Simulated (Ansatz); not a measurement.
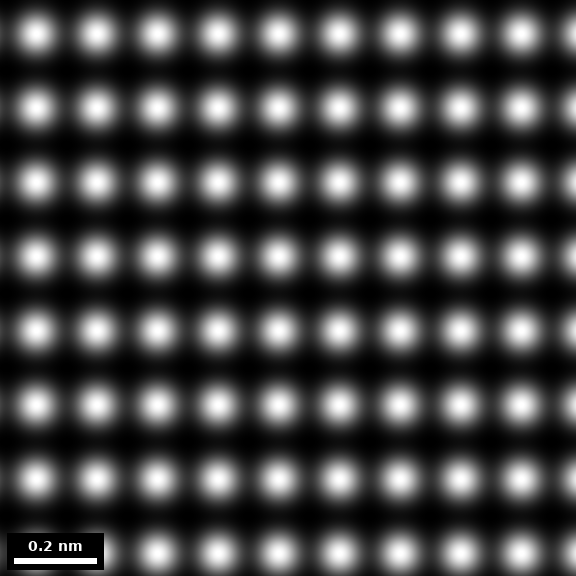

HAADF-like image of Ir (Pm-3m, No. 221). The image is simulated as a sum over atoms of Z^1.7, blurred by a 0.82 Å probe (no channelling). Structure: the end point of a relaxation with Ansatz, DFT r2SCAN, scalar-relativistic, plane waves, PAW; the starting structure was generated, so it need not be a known form of this composition.

```yaml
crystal:
  lattice:
    - [2.55149, 0.00000, 0.00000]
    - [0.00000, 2.55149, 0.00000]
    - [0.00000, 0.00000, 2.55149]
  atoms:
    - { symbol: Ir, position: [0.00000, 0.00000, 0.00000] }
```

Along which zone axis is the crystal seen: [221], [110], [111] or [211]? (Directions equivalent by symmetry count as one.)

[211]. The projected cells are 1.20 × 1.90 Å, 108° for [221]; 1.80 × 2.55 Å, 90° for [110]; 2.08 × 2.08 Å, 120° for [111]; 1.47 × 1.80 Å, 90° for [211], and the image repeats as the [211] one does.
